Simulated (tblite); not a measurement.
**C: single-point calculation**

The run: single-point calculation of C (4 atoms in the cell). Method and program: GFN1-xTB tight binding on a periodic cluster of cells at the zone centre (tblite 0.8.0).

The structure was built on a prototype by a generator. The geometry comes from this level: r2SCAN.

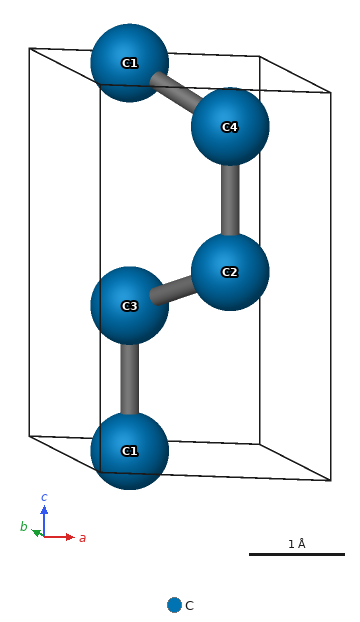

Fig. 1: The structure (ball-and-stick view of the cell of the calculation, seen slightly off an axis; atoms are numbered from 1 in the order of the input).

Input file
```python
import json
from ase import Atoms
from ase.build import make_supercell
from ase.units import Bohr, GPa, Hartree
from tblite.interface import Calculator

atoms = Atoms(['C', 'C', 'C', 'C'],
              cell=[[2.50319537, 0.0, 0.0], [-1.25159769, 2.16783078, 0.0], [0.0, 0.0, 4.16886928]],
              scaled_positions=[[0.333333333, 0.666666667, 0.000231317], [0.666666667, 0.333333333, 0.500231317], [0.333333333, 0.666666667, 0.374768683], [0.666666667, 0.333333333, 0.874768683]],
              pbc=True)
cluster = make_supercell(atoms, [[4, 0, 0], [0, 4, 0], [0, 0, 2]])
calc = Calculator('GFN1-xTB', cluster.numbers, cluster.positions / Bohr, lattice=cluster.cell[:] / Bohr, periodic=cluster.pbc)
calc.set('temperature', 0.02 / Hartree)
calc.set('max-iter', 150)
res = calc.singlepoint()
levels = res.get('orbital-energies') * Hartree
nv = round(res.get('orbital-occupations').sum() / 2)
cells = len(cluster) // len(atoms)
out = {'energy_per_cell': res.get('energy') * Hartree / cells, 'homo': levels[nv - 1], 'lumo': levels[nv],
       'stress': (-res.get('virial') * Hartree / cluster.get_volume() / GPa).tolist(), 'charges': res.get('charges')[:len(atoms)].tolist(), 'electrons': 2 * nv / cells}
json.dump(out, open('results.json', 'w'))
for key, value in out.items():
    print(key, value)
```

Run on 1 thread of Intel Xeon @ 2.50GHz (Skylake/Cascade Lake), 32 GiB of memory available, shared host.

Run as:
```bash
python run.py
```

The program's output
```
------------------------------------------------------------
  cycle        total energy    energy error   density error
------------------------------------------------------------
      1     -273.0550523868  -2.7537246E+02   9.0819289E-01
      2     -273.0553250881  -2.7270128E-04   5.4356619E-01
      3     -273.0554772824  -1.5219434E-04   3.2812972E-05
      4     -273.0554772824  -7.7875484E-12   1.5408195E-07
------------------------------------------------------------

 total:                                   4.938 sec
energy_per_cell -232.19431244997722
homo -8.121992321730117
lumo -2.3423716949298172
stress [[-1.607824094547498, -0.00011311272867623652, 3.037299782381492e-07], [-0.00011311272867645607, -1.607955637923084, -1.7535860171488833e-07], [3.0372997764573213e-07, -1.7535860045748997e-07, -15.053732866390979]]
charges [-5.372338043319047e-07, 1.1684297951397582e-07, -1.6042009942651703e-09, 1.7417195885549575e-07]
electrons 16.0
```

Results in brief

```csv
quantity,value
outcome,converged
space group (tolerance 0.01 Å),P6₃/mmc (194)
electrons treated,16
total energy,−232.1943 eV
band gap,5.78 eV
pressure,−6.09 GPa
wall time,5.8 s
peak memory,0.13 GiB
```
